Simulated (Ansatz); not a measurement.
**Geometry relaxation of ZrSiO$_{4}$ (part 2 of 2)**

The same run, continued: ZrSiO$_{4}$ (I4₁/amd, 12 atoms in the cell); DFT PBE, scalar-relativistic, plane waves, PAW, no spin polarisation (Ansatz 0.2.0); cutoff 420 eV, 6×6×6 k-mesh, Gaussian smearing of 0.02 eV. The structure derives from a Materials Project entry.

Geometry of the input (Å; fractional positions):
```
-3.3099  3.3099  2.9977
3.3099  -3.3099  2.9977
3.3099  3.3099  -2.9977
Zr 0.0000  0.0000  0.0000
Zr 0.7500  0.2500  0.5000
Si 0.5000  0.5000  0.0000
Si 0.2500  0.7500  0.5000
O  0.1367  0.3207  0.8160
O  0.0707  0.7547  0.6840
O  0.0707  0.3867  0.3160
O  0.5047  0.3207  0.1840
O  0.6793  0.4953  0.8160
O  0.6133  0.9293  0.6840
O  0.2453  0.9293  0.3160
O  0.6793  0.8633  0.1840
```

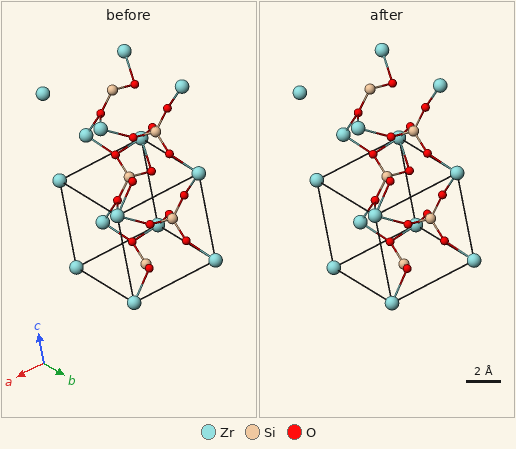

*Before (left) and after (right) the relaxation, at one scale (ball-and-stick view of the cell of the calculation, repeated 1 × 1 × 2, seen at an oblique angle).*

The largest moves relative to the cell, 0.006 Å, are those of 8 atoms (O5, O6, O7, O8 and others). Si and Zr stay in place. The volume changes by +2.2 %, with a = b = c 5.559 → 5.600 Å (+0.8 %), γ 114.7° → 114.9°. Distances before and after: Zr1–O10 2.134 → 2.153 Å, Si3–O12 1.625 → 1.639 Å, Zr1–O12 2.276 → 2.283 Å. The space group stays I4_1/amd (No. 141). The energy falls by 4.0 meV per atom in 7 geometry steps. Largest force component: 0.25 eV/Å at the start, 0.00023 eV/Å at the end. The pressure goes from 5.17 to 0.00 GPa. 1 further SCF at an unchanged geometry re-selected the plane-wave basis for the new cell. The energy change given includes the shifts at the re-selections in mid-walk, which come without any move. A last SCF at the same geometry on a re-selected plane-wave basis shifts the energy by next to nothing (0.0 meV per atom). (Atoms are counted from 1 in the order of the input.)

```
basis re-selected at this cell: Δ(F+E_penalty+E_count) = -5.647e-4 eV, ΔP = +0.004 GPa vs the last step (what re-selecting the basis moved, of the pressure what is left beyond the Pulay correction that the steps carried, after the strain that the cell walked since its last selection, with what the two solves' SCF thresholds leave and, on support functions, any second-order correction that the steps lacked; it is no measure of the basis error at this ecutwfc). This SCF's stress stands 2.39e-3 GPa from its target on what of the cell is left free (relax.cell.stress_tol is 5.00e-2 GPa) and its largest allowed force component is 2.32e-4 eV/Å (relax.f_tol is 5.00e-3 eV/Å): within both
SCF converged after 4 iterations
Free energy (F): -14196.440134 eV
Harris-Foulkes:  -14196.440134 eV  (|F-HF|=4.31e-10)
Internal energy: -14196.440134 eV  (E = F + TS)
E sigma→0 (E₀):  -14196.440134 eV
Fermi energy:    10.033384 eV
--- Per-component energies (eV) ---
  E_band       = -291.781786
  E_kinetic    = 2173.378874
  E_local      = -4360.449737  (includes V_loc(G=0)·N_el)
  E_nonlocal   = 582.359570
  E_hartree    = 1501.561017
  E_xc         = -1031.662241
  E_vxc        = -1238.755407  (∫ρ·V_xc dr)
  E_paw        = -8198.757154  (= ΣΔE_a)
  E_vpaw       = -451.457510  (= ΣTr[D̂ρ^β])
  E_aug_tail   = 0.020004  (compensation charges beyond the density's cutoff)
  E_ewald      = -4862.890468
  E_smearing   = -0.000000  (= −TS)
  E_closure    = -0.000000  (closes the sum)
  Σ components = -14196.440134   (vs F -14196.440134, Δ=0.00e0)
--- Forces (eV/Å), atoms counted from 1 ---
  atom   1  Zr    -0.00000000    -0.00000000     0.00000000
  atom   2  Zr     0.00000000     0.00000000    -0.00000000
  atom   3  Si     0.00000000    -0.00000000     0.00000000
  atom   4  Si    -0.00000000    -0.00000000    -0.00000000
  atom   5  O     -0.00000000    -0.00008669    -0.00023250
  atom   6  O      0.00008669    -0.00000000    -0.00023250
  atom   7  O     -0.00008669     0.00000000    -0.00023250
  atom   8  O     -0.00000000     0.00008669    -0.00023250
  atom   9  O     -0.00008669     0.00000000     0.00023250
  atom  10  O      0.00000000     0.00008669     0.00023250
  atom  11  O      0.00000000    -0.00008669     0.00023250
  atom  12  O      0.00008669    -0.00000000     0.00023250
  max |Σ_I F_I| component: 2.39e-18 eV/Å
--- Stress (GPa, compression-positive) ---
        0.002393       0.000000       0.000000
        0.000000       0.002393      -0.000000
        0.000000       0.000000      -0.002393
  P = ⅓ Tr σ = 0.0008 GPa (0.008 kbar)
--- Band table (eV; the first three rows and the last of 30) ---
  k-point 0: bands = ["-40.0101", "-39.9856", "-18.2306", "-18.2306", "-18.1239", "-18.0851", "-17.9766", "-17.9766", "-11.1239", "-10.2778", "-9.4321", "-9.2517", "-8.8890", "-8.8890", "-8.7471", "-8.7471", "0.4193", "1.9518", "2.1061", "2.6211", "2.6211", "3.2512", "3.7577", "3.8487", "4.6995", "4.7103", "4.7103", "4.8504", "5.3407", "5.3407", "6.2016", "6.2016", "6.9190", "6.9190", "6.9827", "7.0736", "7.1694", "7.1694", "7.2018", "7.7315", "12.5324", "12.9278", "12.9787", "12.9787", "13.7672", "13.9031", "14.1123", "14.2797", "14.2797", "14.6218", "15.7758", "17.0991"]
  k-point 1: bands = ["-40.0085", "-39.9872", "-18.2399", "-18.2158", "-18.1153", "-18.0948", "-17.9962", "-17.9657", "-11.0308", "-10.2803", "-9.3880", "-9.2331", "-8.9413", "-8.9190", "-8.8374", "-8.7940", "0.6157", "2.0721", "2.2694", "2.5929", "2.6127", "3.4803", "3.9023", "4.0225", "4.1328", "4.3496", "4.8690", "5.1538", "5.2392", "5.2404", "6.1696", "6.2764", "6.8359", "6.8512", "6.9081", "6.9255", "6.9860", "7.0425", "7.1993", "7.6198", "12.4707", "12.7679", "12.9719", "12.9816", "13.8673", "14.0387", "14.0819", "14.3666", "14.3913", "15.0228", "15.9699", "17.1396"]
  k-point 2: bands = ["-40.0040", "-39.9917", "-18.2417", "-18.1739", "-18.1708", "-18.0477", "-18.0392", "-17.9636", "-10.7874", "-10.3268", "-9.2672", "-9.1796", "-9.0543", "-9.0231", "-8.9952", "-8.9203", "1.1335", "2.1628", "2.6975", "2.7128", "2.7331", "3.5899", "3.7505", "3.7717", "4.2310", "4.3632", "4.6675", "4.8948", "5.2969", "5.5829", "5.7990", "6.3408", "6.4712", "6.5002", "6.6820", "6.8588", "6.8765", "6.9486", "7.1347", "7.3576", "12.3959", "12.5104", "13.0552", "13.0865", "13.6615", "13.7200", "14.4599", "14.5991", "15.2451", "15.5640", "16.1726", "16.9774"]
  k-point 29: bands = ["-39.9978", "-39.9978", "-18.2491", "-18.2491", "-18.1068", "-18.1068", "-17.9615", "-17.9615", "-10.6689", "-10.6689", "-9.3922", "-9.3922", "-8.8420", "-8.8420", "-8.8040", "-8.8040", "0.9943", "0.9943", "2.8570", "2.8570", "3.0744", "3.0744", "4.1921", "4.1921", "4.7164", "4.7164", "4.9184", "4.9184", "5.9032", "5.9032", "6.0290", "6.0290", "6.2444", "6.2444", "6.4398", "6.4398", "6.6635", "6.6635", "6.9447", "6.9447", "13.0414", "13.0414", "13.3834", "13.3834", "13.4119", "13.4119", "14.2452", "14.2452", "14.9901", "14.9901", "17.0618", "17.0618"]
--- Relaxed structure (8 steps of the walk, 8 accepted, 2 SCFs on fresh bases) ---
  F+E_penalty+E_count = -14196.44013370 eV   max|allowed force component| = 2.325e-4 eV/Å   (the final SCF, on the basis selected at the relaxed cell)
  cell:  # Å, volume = 134.2912 Å³
    - [-3.338759781721279, 3.338759781721279, 3.011737355254209]
    - [3.338759781721279, -3.338759781721279, 3.011737355254209]
    - [3.338759781721279, 3.338759781721279, -3.011737355254209]
  atoms:
    - { symbol: Zr, position: [-2.6827591189479022e-20, -4.5935337996885875e-20, 4.094517173015599e-21] }
    - { symbol: Zr, position: [0.7500000000000002, 0.25, 0.5000000000000001] }
    - { symbol: Si, position: [0.5000000000000001, 0.5000000000000001, 4.094517173015733e-21] }
    - { symbol: Si, position: [0.25, 0.7500000000000002, 0.5000000000000001] }
    - { symbol: O, position: [0.13590515647757395, 0.3196650529377476, 0.8162401035398266] }
    - { symbol: O, position: [0.06966505293774757, 0.753424949397921, 0.6837598964601737] }
    - { symbol: O, position: [0.06966505293774747, 0.38590515647757395, 0.31624010353982646] }
    - { symbol: O, position: [0.503424949397921, 0.31966505293774755, 0.1837598964601735] }
    - { symbol: O, position: [0.6803349470622525, 0.496575050602079, 0.8162401035398266] }
    - { symbol: O, position: [0.614094843522426, 0.9303349470622525, 0.6837598964601735] }
    - { symbol: O, position: [0.2465750506020791, 0.9303349470622526, 0.31624010353982646] }
    - { symbol: O, position: [0.6803349470622526, 0.864094843522426, 0.1837598964601735] }
```

Trajectory as extended XYZ (Å, eV, eV/Å), 8 of the 10 frames kept, from step=1 to step=10
```
12
Lattice="-3.3099 3.3099 2.9977 3.3099 -3.3099 2.9977 3.3099 3.3099 -2.9977" Properties=species:S:1:pos:R:3:forces:R:3 step=1 energy=-14196.39110 pressure_GPa=5.17
Zr    0.0000    0.0000    0.0000    0.0000   0.0000   0.0000
Zr    0.0000    3.3099    1.4988    0.0000   0.0000   0.0000
Si    0.0000    0.0000    2.9977    0.0000   0.0000   0.0000
Si    3.3099    0.0000    1.4988    0.0000   0.0000   0.0000
O     3.3099    2.0917   -1.0750    0.0000  -0.2466  -0.1929
O     4.5281    0.0000    0.4239    0.2466   0.0000  -0.1929
O     2.0917    0.0000    0.4239   -0.2466   0.0000  -0.1929
O     0.0000    1.2182    1.9227    0.0000   0.2466  -0.1929
O     2.0917    3.3099    1.0750   -0.2466   0.0000   0.1929
O     3.3099    1.2182    2.5738    0.0000   0.2466   0.1929
O     3.3099   -1.2182    2.5738    0.0000  -0.2466   0.1929
O     1.2182    0.0000    4.0726    0.2466   0.0000   0.1929
12
Lattice="-3.3331 3.3331 3.0125 3.3331 -3.3331 3.0125 3.3331 3.3331 -3.0125" Properties=species:S:1:pos:R:3:forces:R:3 step=2 energy=-14196.41820 pressure_GPa=0.87
Zr    0.0000    0.0000    0.0000    0.0000   0.0000   0.0000
Zr    0.0000    3.3331    1.5062    0.0000   0.0000   0.0000
Si    0.0000    0.0000    3.0125    0.0000   0.0000   0.0000
Si    3.3331    0.0000    1.5062    0.0000   0.0000   0.0000
O     3.3331    2.1091   -1.0780    0.0000  -0.2308  -0.2368
O     4.5571    0.0000    0.4282    0.2308   0.0000  -0.2368
O     2.1091    0.0000    0.4282   -0.2308   0.0000  -0.2368
O     0.0000    1.2240    1.9344    0.0000   0.2308  -0.2368
O     2.1091    3.3331    1.0780   -0.2308   0.0000   0.2368
O     3.3331    1.2240    2.5843    0.0000   0.2308   0.2368
O     3.3331   -1.2240    2.5843    0.0000  -0.2308   0.2368
O     1.2240    0.0000    4.0905    0.2308   0.0000   0.2368
12
Lattice="-3.3373 3.3373 3.0110 3.3373 -3.3373 3.0110 3.3373 3.3373 -3.0110" Properties=species:S:1:pos:R:3:forces:R:3 step=4 energy=-14196.42665 pressure_GPa=0.00
Zr    0.0000    0.0000    0.0000    0.0000   0.0000   0.0000
Zr    0.0000    3.3373    1.5055    0.0000   0.0000   0.0000
Si    0.0000    0.0000    3.0110    0.0000   0.0000   0.0000
Si    3.3373    0.0000    1.5055    0.0000   0.0000   0.0000
O     3.3373    2.1091   -1.0841    0.0000   0.0159  -0.0163
O     4.5655    0.0000    0.4214   -0.0159   0.0000  -0.0163
O     2.1091    0.0000    0.4214    0.0159   0.0000  -0.0163
O     0.0000    1.2282    1.9269    0.0000  -0.0159  -0.0163
O     2.1091    3.3373    1.0841    0.0159   0.0000   0.0163
O     3.3373    1.2282    2.5896    0.0000  -0.0159   0.0163
O     3.3373   -1.2282    2.5896    0.0000   0.0159   0.0163
O     1.2282    0.0000    4.0951   -0.0159   0.0000   0.0163
12
Lattice="-3.3366 3.3366 3.0126 3.3366 -3.3366 3.0126 3.3366 3.3366 -3.0126" Properties=species:S:1:pos:R:3:forces:R:3 step=5 energy=-14196.42678 pressure_GPa=-0.02
Zr    0.0000    0.0000    0.0000    0.0000   0.0000   0.0000
Zr    0.0000    3.3366    1.5063    0.0000   0.0000   0.0000
Si    0.0000    0.0000    3.0126    0.0000   0.0000   0.0000
Si    3.3366    0.0000    1.5063    0.0000   0.0000   0.0000
O     3.3366    2.1095   -1.0859    0.0000   0.0078  -0.0017
O     4.5637    0.0000    0.4204   -0.0078   0.0000  -0.0017
O     2.1095    0.0000    0.4204    0.0078   0.0000  -0.0017
O     0.0000    1.2271    1.9267    0.0000  -0.0078  -0.0017
O     2.1095    3.3366    1.0859    0.0078   0.0000   0.0017
O     3.3366    1.2271    2.5922    0.0000  -0.0078   0.0017
O     3.3366   -1.2271    2.5922    0.0000   0.0078   0.0017
O     1.2271    0.0000    4.0984   -0.0078   0.0000   0.0017
12
Lattice="-3.3368 3.3368 3.0123 3.3368 -3.3368 3.0123 3.3368 3.3368 -3.0123" Properties=species:S:1:pos:R:3:forces:R:3 step=6 energy=-14196.42678 pressure_GPa=-0.01
Zr    0.0000    0.0000    0.0000    0.0000   0.0000   0.0000
Zr    0.0000    3.3368    1.5062    0.0000   0.0000   0.0000
Si    0.0000    0.0000    3.0123    0.0000   0.0000   0.0000
Si    3.3368    0.0000    1.5062    0.0000   0.0000   0.0000
O     3.3368    2.1099   -1.0861    0.0000   0.0038   0.0000
O     4.5637    0.0000    0.4201   -0.0038   0.0000   0.0000
O     2.1099    0.0000    0.4201    0.0038   0.0000   0.0000
O     0.0000    1.2269    1.9262    0.0000  -0.0038   0.0000
O     2.1099    3.3368    1.0861    0.0038   0.0000   0.0000
O     3.3368    1.2269    2.5923    0.0000  -0.0038   0.0000
O     3.3368   -1.2269    2.5923    0.0000   0.0038   0.0000
O     1.2269    0.0000    4.0984   -0.0038   0.0000   0.0000
12
Lattice="-3.3371 3.3371 3.0118 3.3371 -3.3371 3.0118 3.3371 3.3371 -3.0118" Properties=species:S:1:pos:R:3:forces:R:3 step=7 energy=-14196.42677 pressure_GPa=0.00
Zr    0.0000    0.0000    0.0000    0.0000   0.0000   0.0000
Zr    0.0000    3.3371    1.5059    0.0000   0.0000   0.0000
Si    0.0000    0.0000    3.0118    0.0000   0.0000   0.0000
Si    3.3371    0.0000    1.5059    0.0000   0.0000   0.0000
O     3.3371    2.1104   -1.0861    0.0000   0.0000   0.0000
O     4.5639    0.0000    0.4198    0.0000   0.0000   0.0000
O     2.1104    0.0000    0.4198    0.0000   0.0000   0.0000
O     0.0000    1.2268    1.9257    0.0000   0.0000   0.0000
O     2.1104    3.3371    1.0861    0.0000   0.0000   0.0000
O     3.3371    1.2268    2.5920    0.0000   0.0000   0.0000
O     3.3371   -1.2268    2.5920    0.0000   0.0000   0.0000
O     1.2268    0.0000    4.0979    0.0000   0.0000   0.0000
12
Lattice="-3.3388 3.3388 3.0117 3.3388 -3.3388 3.0117 3.3388 3.3388 -3.0117" Properties=species:S:1:pos:R:3:forces:R:3 step=9 energy=-14196.43957 pressure_GPa=-0.00
Zr    0.0000    0.0000    0.0000    0.0000   0.0000   0.0000
Zr    0.0000    3.3388    1.5059    0.0000   0.0000   0.0000
Si    0.0000    0.0000    3.0117    0.0000   0.0000   0.0000
Si    3.3388    0.0000    1.5059    0.0000   0.0000   0.0000
O     3.3388    2.1117   -1.0862    0.0000  -0.0001  -0.0002
O     4.5658    0.0000    0.4196    0.0001   0.0000  -0.0002
O     2.1117    0.0000    0.4196   -0.0001   0.0000  -0.0002
O     0.0000    1.2271    1.9255    0.0000   0.0001  -0.0002
O     2.1117    3.3388    1.0862   -0.0001   0.0000   0.0002
O     3.3388    1.2271    2.5921    0.0000   0.0001   0.0002
O     3.3388   -1.2271    2.5921    0.0000  -0.0001   0.0002
O     1.2271    0.0000    4.0980    0.0001   0.0000   0.0002
12
Lattice="-3.3388 3.3388 3.0117 3.3388 -3.3388 3.0117 3.3388 3.3388 -3.0117" Properties=species:S:1:pos:R:3:forces:R:3 step=10 energy=-14196.44013 pressure_GPa=0.00
Zr    0.0000    0.0000    0.0000    0.0000   0.0000   0.0000
Zr    0.0000    3.3388    1.5059    0.0000   0.0000   0.0000
Si    0.0000    0.0000    3.0117    0.0000   0.0000   0.0000
Si    3.3388    0.0000    1.5059    0.0000   0.0000   0.0000
O     3.3388    2.1117   -1.0862    0.0000  -0.0001  -0.0002
O     4.5658    0.0000    0.4196    0.0001   0.0000  -0.0002
O     2.1117    0.0000    0.4196   -0.0001   0.0000  -0.0002
O     0.0000    1.2271    1.9255    0.0000   0.0001  -0.0002
O     2.1117    3.3388    1.0862   -0.0001   0.0000   0.0002
O     3.3388    1.2271    2.5921    0.0000   0.0001   0.0002
O     3.3388   -1.2271    2.5921    0.0000  -0.0001   0.0002
O     1.2271    0.0000    4.0980    0.0001   0.0000   0.0002
```

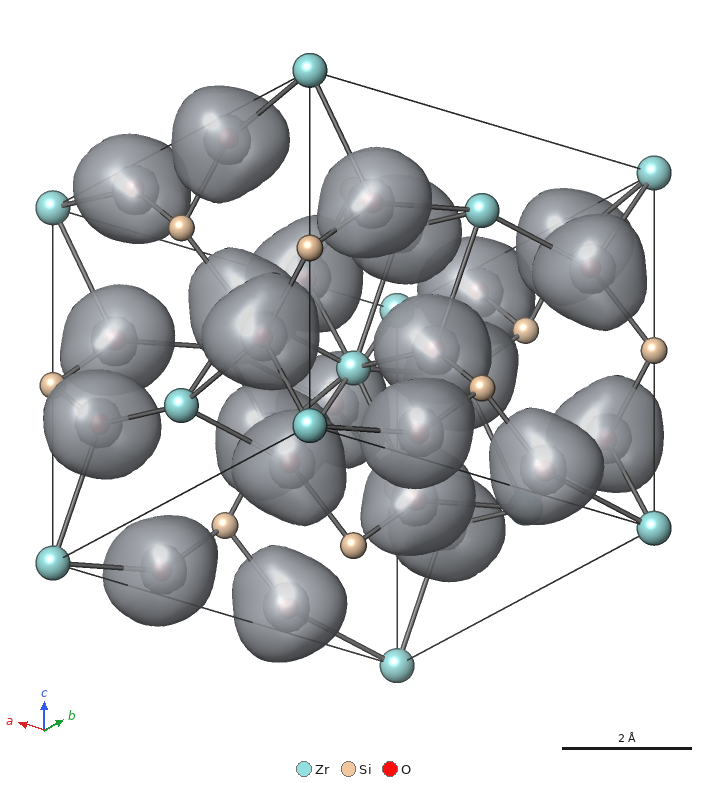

*Isosurface of the electron localisation function at 0.7 (grey), seen at an oblique angle. Only the valence region is drawn (cores and ρ < 0.01 e/Å³ removed). Sticks mark near contacts. The outline is the cell set on symmetry axes.*

Along the contacts the grid gives the following. Zr–O (2.15 Å): the ELF peaks at about 0.85 in the valence shell of O, 0.6 Å from its nucleus, and drops to about 0.20 between the two atoms. The fields are those of the smooth PAW valence density.

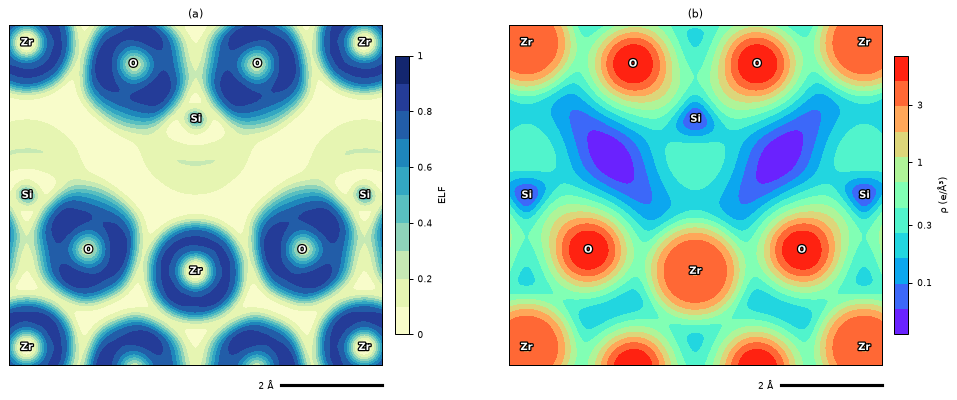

*(a) electron localisation function; (b) valence pseudo-density on the (100) plane of the conventional cell.*

The section cuts through Zr, Si and O sites. Si–O (1.64 Å): the density is about 1.2 e/Å³ at the midpoint; the ELF peaks at about 0.85 between the atoms, which marks a polar covalent bond. Zr–O (2.15 Å): the density is about 0.57 e/Å³ at the midpoint; the ELF peaks at about 0.85 in the valence shell of O, 0.6 Å from its nucleus, and drops to about 0.20 between the two atoms. Zr–O (2.28 Å): ρ at the midpoint is about 0.44 e/Å³; the ELF peaks at about 0.85 in the valence shell of O, 0.6 Å from its nucleus, and drops to about 0.15 between the two atoms. Away from the nuclei the density in this plane falls to 0.04 e/Å³ at its lowest. The strong features right at Zr lie inside the PAW spheres (semicore, d or f shells) and say nothing about bonding.

Key numbers

```tsv
quantity	value
outcome	converged
space group (tolerance 0.01 Å)	I4₁/amd (141)
electrons treated	80
free energy	−14196.4401 eV
Fermi energy	10.033 eV
gap on the k-point mesh	4.60 eV
pressure	0.00 GPa
final volume	134.29 Å³
largest force (length of the vector) at the end	under 0.001 eV/Å
final cell	a = 5.600 Å, b = 5.600 Å, c = 5.600 Å, α = 106.81°, β = 106.81°, γ = 114.94°
wall time	20 s (CPU time 2.5 min)
peak memory	0.76 GiB
```
